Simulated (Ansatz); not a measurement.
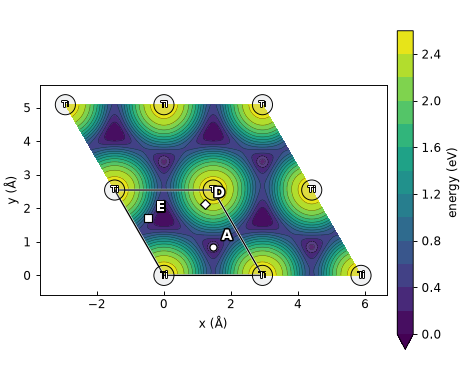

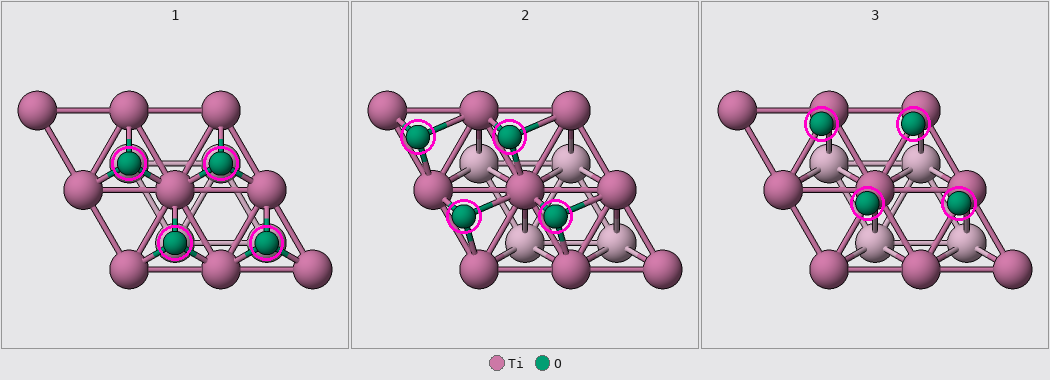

O on a Ti(001) slab cut from the P6_3/mmc phase, its upper half relaxed before the scan (5 atoms of substrate and one adsorbate in a 1 × 1 cell). 
- O is moved over the surface cell; relaxed at each place: the height of the adsorbate's atoms; substrate rigid; the origin of the map has the adsorbate above Ti5.
- Places are given modulo a cell vector. The map is drawn in real space over the plane of the surface.
- Grid: 6 × 6 points; 10 points were computed and 26 follow by symmetry.
- Energies are in eV, from the lowest grid point.
- With one adsorbate in each 1 × 1 cell, its nearest image is 2.9 Å away, so neighbouring adsorbates interact. The runs have no spin polarisation; a magnetic state may lie lower.
- The calculation used DFT PBE, scalar-relativistic, plane waves, PAW in Ansatz. Settings: cutoff 420 eV, k-mesh 9×9×1, gaussian smearing 0.1 eV, no spin polarisation.

The picture shows filled contours, labelled circles for the atoms of the top layer and small ones for the second layer, the outline of one cell of the 2 × 2 shown, lettered points. Between grid points the surface is interpolated. The numbered pictures are the structures at these points, in random order. Rings mark the moved atoms.

Which structure belongs to which point?

Answer. A is structure 1: a threefold hollow over a second-layer Ti atom, (4/6, 2/6) of the cell vectors, 0.18 eV; D is structure 3: (5/6, 5/6) of the cell vectors [nearest 1 Ti at 1.62 Å], 2.32 eV; E is structure 2: (1/6, 4/6) of the cell vectors [nearest 1 Ti at 1.70 Å], 0.62 eV.

PAW datasets: the set soft_1.
